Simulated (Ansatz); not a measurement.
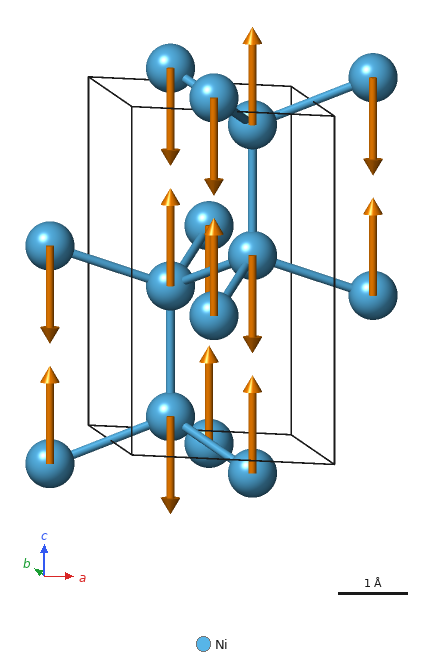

This is a relaxation of a crystal of Ni (built on the lonsdaleite_194 type) (coarse preliminary run). The starting structure is drawn; orange arrows show the displacements (the part carried along by the change of the cell is left out), 5 times their true length.

A ball-and-stick model of the cell of the calculation, seen slightly off an axis.

Case: lonsdaleite type (P6_3/mmc, No. 194).

These are results of DFT PBE, scalar-relativistic, plane waves, PAW in Ansatz 0.2.0, not measurements. Settings: plane-wave cutoff 420 eV; k-point mesh 6 × 6 × 4; occupations gaussian; smearing width 0.1 eV; collinear spin; cell and atoms relaxed; force threshold 0.04 eV/Å; at most 70 steps.

### What happened in the run?

The energy falls by 1572 meV per atom in 13 accepted moves (15 points after the start). The largest force component goes from 0.25 to under 0.0001 eV/Å. Pressure: 109.58 GPa at the start and 0.00 GPa at the end. The SCF was repeated twice at an unchanged geometry on a basis and grid sized afresh for the cell, which shifted the energy by 115 meV per atom at most. The largest moves relative to the cell, 0.29 Å, are those of Ni atoms. The volume changes by +41.5 %, with a = b 3.113 → 3.903 Å (+25.4 %), c 5.137 → 4.625 Å (−10.0 %). Among the contacts that change: Ni–Ni 3.211 → 2.312 Å, Ni–Ni 1.926 → 2.312 Å, Ni–Ni 1.909 → 2.253 Å. New bonds form: Ni–Ni (3.21 → 2.31 Å). Bond angles that change, for instance: Ni–Ni–Ni 109.7° → 90.0°, Ni–Ni–Ni 109.3° → 120.0°. The space group (tolerance 0.01 Å) goes from P6_3/mmc (No. 194) to P6/mmm (No. 191). The run took of the order of 80 core-seconds on a shared host.
